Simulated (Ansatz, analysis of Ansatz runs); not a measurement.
# TiO2(100): segregation of Hf_Ti, part 2 of 2

Question: does neutral Hf_Ti prefer the (100) surface of TiO2 or the inside, and by how much? The same defect is put at one site in each of several layers from the top towards the middle of one slab. Model: a cell of 96 host atoms with 1 Ti taken out and 1 Hf put in.

Ansatz 0.2.0; plane-wave PAW DFT, PBEsol and LDA; a slab with vacuum, neutral defects.

So far. Step 2 (The clean slab): On a dense mesh the slab's energy differs by 2 meV an atom, so the sampling is kept; the layers are compared at one sampling, where most of this error should cancel, which was not tested. Step 3 (Does the supercell reconstruct?): Atoms end at most 0.00 Å from the small cell's positions, so the small cell's structure is at least a local minimum.

## 5. Energies and states

Level of this step: plane-wave PAW DFT, PBEsol, periodic cell with vacuum; single point of a neutral defect in a slab on the structure relaxed with PBEsol; PAW set soft_1 (Ansatz).

Single points on the relaxed structures give the energies, all at one sampling, and show where the defect's states lie.

layer2_M0.point.pbesol/input.yaml

```yaml
crystal:
  lattice:
    - [9.818394, 0.0, 0.0]
    - [0.0, 11.039238, 0.0]
    - [0.0, 0.0, 22.0]
  atoms:
    - { symbol: Ti, position: [0.1410583, 0.19381202, 0.34784527] }
    - { symbol: Ti, position: [0.3631716, 0.07677565, 0.44917347] }
[... 38 atom lines left out ...]
    - { symbol: O, position: [0.44943618, 0.69527713, 0.60571411] }
[... 35 atom lines left out ...]
    - { symbol: Hf, position: [0.61615363, 0.67109496, 0.55254203] }
[... 4 atom lines left out ...]
    - { symbol: O, position: [0.53171224, 0.55542429, 0.49237826] }
[... 8 atom lines left out ...]
    - { symbol: O, position: [0.71466105, 0.56188683, 0.61165586] }
    - { symbol: O, position: [0.795715, 0.69243597, 0.50311412] }
[... 3 atom lines left out ...]
    - { symbol: O, position: [0.53329585, 0.8144727, 0.50396838] }
basis:
  ecutwfc: 420
  xc_grid: 2
hamiltonian:
  xc: pbesol
  pseudopotentials: { kind: paw, azcp: { folder: soft_1 }, xc_functional: pbe }
kpoints:
  mp_grid: { grid: [1, 1, 1] }
scf:
  occupations: { method: fermi_dirac, width: 0.01 }
  max_iter: 80
output:
  forces: true
  eigenvalues: true
  eigenstates: { localisation: true }
  populations: true
  write_density: true
  write_potential: true
  volumetric_format: npy
checkpoint:
  write: "../layer2_M0.point.pbesol.run"
  compress: false
  write_wavefunctions: false
  write_every: 100000
```

Run with:

```bash
ansatz run input.yaml --threads 32 --pin off --max-ram 84787MiB --backend cuda --events-out ev --progress --plain --runs-dir out --max-vram 78GiB
```

What it wrote:

```text
[...]
Crystal: 96 atoms, lattice volume = 2384.527 Å³
Basis set: ecut = 420 eV, 46709 PW (Γ), exchange–correlation on 144×150×300 points (8 copies of the dense FFT grid, shifted against one another)
Bands: 487, of which v1, the nominal top of the filled ones, is band 391 counted from 1 (390 counted from 0)
[...]
SCF iter   2: F=—  HF=-128370.851079 eV  |F-HF|=—  |Δ(HF+E_count)|=    7.08e1  Δρ=1.56e-1  dr2=6.34e2  ethr=3.10e-3  ⟨swp⟩=6.0  Hψ=1227  notcnv=0  defer=92
[...]
SCF iter  15: F=—  HF=-128303.450256 eV  |F-HF|=—  |Δ(HF+E_count)|=   8.43e-8  Δρ=3.00e-6  dr2=1.77e-7  ethr=2.32e-10  ⟨swp⟩=2.0  Hψ=609  notcnv=0  defer=92
SCF iter  16: F=-128303.450256 eV  HF=-128303.450256 eV  |F-HF|=4.28e-9  |Δ(HF+E_count)|=   5.69e-8  Δρ=1.59e-6  dr2=4.78e-8  ethr=1.28e-11  ⟨swp⟩=20.0  Hψ=4507  notcnv=0
SCF 1 converged in 16 iterations: F = -128303.450256 eV  dr2 = 4.78e-8
[...]
SCF converged after 16 iterations
[...]
--- Löwdin populations: 96 sites ---
[...]
spilling = 0.003390 (of n_electrons = 782.000000)
[...]
```

Wall time 3 s (1 × NVIDIA GB200 with 32 threads of Arm Neoverse V2, shared host); peak memory 1.7 GiB.

The column dr2 measures how far the density is from self-consistency, as an energy; F and HF (Harris–Foulkes) agree once it is small.

States next to the filling edge at the first k-point, on the run's own zero (eigenstates.tsv). The participation number counts the atoms that a state is spread over, of 96; bands count from 0.

```tsv
spin	band	energy (eV)	occupation	participation	largest share on	share
both	385	-1.039	2.00	32.3	O46	0.08
both	386	-1.028	2.00	20.0	O60	0.11
both	387	-1.020	2.00	24.6	O66	0.08
both	388	-1.003	2.00	19.1	O22	0.15
both	389	-0.953	2.00	39.7	O22	0.06
both	390	-0.792	2.00	55.6	O48	0.03
both	391	1.685	0.00	34.8	Ti5	0.05
both	392	2.004	0.00	21.0	Ti79	0.11
both	393	2.010	0.00	17.8	Ti2	0.14
both	394	2.030	0.00	17.8	Ti4	0.14
both	395	2.057	0.00	20.6	Ti5	0.12
```

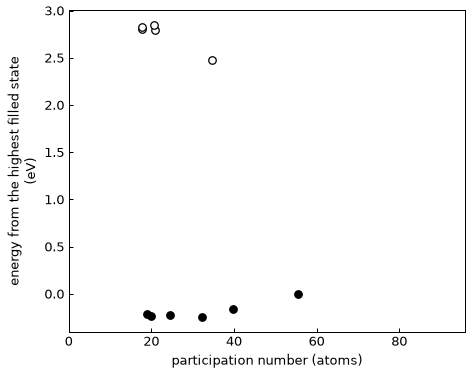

States next to the filling edge at the first k-point: energy against spread. Filled marks are occupied, open marks empty.

Under PBEsol, periodic cell with vacuum at the zone centre alone, the highest filled state is spread over 56 of 96 atoms, and the lowest empty one, 2.48 eV above it, is spread over 35 of 96 atoms.

Against the clean slab and Ti (hcp) and Hf (hcp):

```tsv
layer	depth (Å)	total moment (μB)	formation energy (eV)	against the deepest layer (eV)
1	1.07	0	-0.29	0.59
2	3.29	0	-0.88	0.00
```

## 6. The same structures under LDA

LDA on the same structures tests whether the order of the layers belongs to the functional.

layer2_M0.point.lda/input.yaml, as its differences from layer2_M0.point.pbesol/input.yaml of step 5:

```diff
@@ -23,3 +23,3 @@
 hamiltonian:
-  xc: pbesol
+  xc: lda
   pseudopotentials: { kind: paw, azcp: { folder: soft_1 }, xc_functional: pbe }
@@ -29,3 +29,3 @@
   occupations: { method: fermi_dirac, width: 0.01 }
-  max_iter: 80
+  max_iter: 100
 output:
@@ -35,7 +35,4 @@
   populations: true
-  write_density: true
-  write_potential: true
-  volumetric_format: npy
 checkpoint:
-  write: "../layer2_M0.point.pbesol.run"
+  write: "../layer2_M0.point.lda.run"
   compress: false
```

What it wrote:

```text
[...]
Crystal: 96 atoms, lattice volume = 2384.527 Å³
Basis set: ecut = 420 eV, 46709 PW (Γ), exchange–correlation on 144×150×300 points (8 copies of the dense FFT grid, shifted against one another)
Bands: 487, of which v1, the nominal top of the filled ones, is band 391 counted from 1 (390 counted from 0)
[...]
SCF iter   2: F=—  HF=-127168.252912 eV  |F-HF|=—  |Δ(HF+E_count)|=    6.73e1  Δρ=1.62e-1  dr2=6.88e2  ethr=3.10e-3  ⟨swp⟩=6.0  Hψ=1228  notcnv=0  defer=92
[...]
SCF iter  15: F=—  HF=-127095.208551 eV  |F-HF|=—  |Δ(HF+E_count)|=   1.36e-7  Δρ=2.60e-6  dr2=1.40e-7  ethr=2.31e-10  ⟨swp⟩=2.0  Hψ=609  notcnv=0  defer=92
SCF iter  16: F=-127095.208551 eV  HF=-127095.208551 eV  |F-HF|=2.15e-8  |Δ(HF+E_count)|=   8.75e-9  Δρ=1.40e-6  dr2=3.74e-8  ethr=1.28e-11  ⟨swp⟩=15.0  Hψ=2666  notcnv=0
SCF 1 converged in 16 iterations: F = -127095.208551 eV  dr2 = 3.74e-8
[...]
SCF converged after 16 iterations
[...]
--- Löwdin populations: 96 sites ---
[...]
spilling = 0.003381 (of n_electrons = 782.000000)
[...]
```

It took 2.3 s on 1 × NVIDIA GB200 with 32 threads; peak memory 1.6 GiB; 11 s of CPU time.

Against the clean slab and Ti (hcp) and Hf (hcp):

```tsv
layer	depth (Å)	total moment (μB)	formation energy (eV)	against the deepest layer (eV)
1	1.07	0	-0.34	0.58
2	3.29	0	-0.92	0.00
```

The highest layer obtained now stands +0.58 eV from the deepest, against +0.59 eV before.

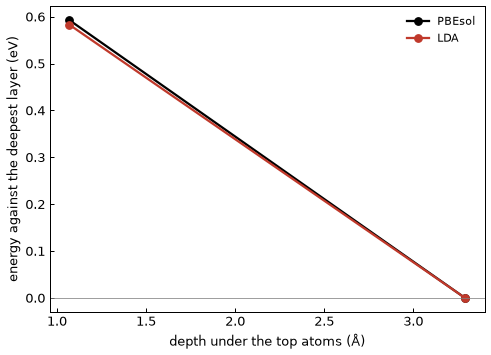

Lowest energy of the defect in each layer, against the deepest one.

## 7. What came out

```json
{"highest less deepest of the layers obtained (PBEsol)": "0.59 eV", "layer of the lowest energy (PBEsol)": "2", "highest less deepest of the layers obtained (LDA)": "0.58 eV", "layer of the lowest energy (LDA)": "2"}
```

**Reading.** Under PBEsol Hf_Ti is 0.59 eV higher in layer 1 than in layer 2, 3.3 Å down, so of the sites run the one at the surface is the less favoured. The functionals give the same layer as lowest. The clean slab's gap at this sampling is 2.43 eV. Limits: neutral states alone; one site a layer, which need not be the same crystallographic site in every layer, at most four layers; one defect on one side of the slab, 9.8 Å from its images and with no dipole correction; the deepest layer of so thin a slab is not yet bulk, and the thickness was not varied; the in-plane lattice is the database's, not relaxed here; no adsorbates, no temperature.

[Logs are printed without paths, hosts, clocks, repeated set-up lines and the standing remarks that a program may print on its own settings, such as how far it seeks lower states.]

[Hosts, paths, dates, database ids (printed as entryN), source tags and the programs' standing remarks are cut or masked in the printed files.]

[Maps of the electrostatic potential energy from Ansatz leave out the sawtooth potential of an applied field or a dipole correction, so their vacuum need not be flat.]
